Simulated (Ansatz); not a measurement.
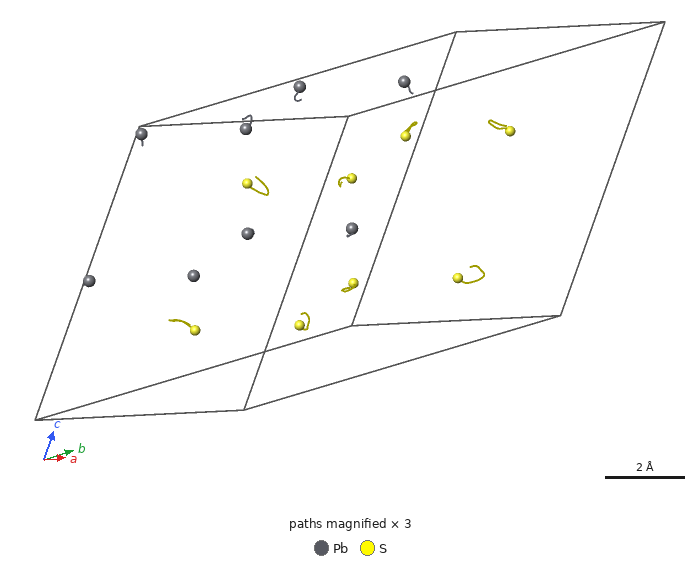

Molecular dynamics of a 16-atom cell of PbS (set up in R3m), 150 fs long. Lines trace each atom's path, in the colour of its element; spheres stand at the starting positions. The excursions are magnified 3 times. Seen from a free direction in the reduced simulation cell.

The calculation used DFT PBEsol, scalar-relativistic, plane waves, PAW (Ansatz 0.2.0). Settings: plane-wave cutoff 420 eV; k-point mesh 2 × 2 × 2; Fermi-Dirac smearing 0.02 eV; Langevin thermostat (NVT); set temperature 200 K; time step 6 fs; friction 0.005 per fs.

**Describe the motion.**

Root-mean-square distances from the starting positions over the second half, with the common drift of all atoms taken out: S 0.16 Å, Pb 0.11 Å. The run lasts only 150 fs, too short to tell vibration from diffusion. The time step of 6 fs is long for the fastest vibrations here (lightest element sulfur).
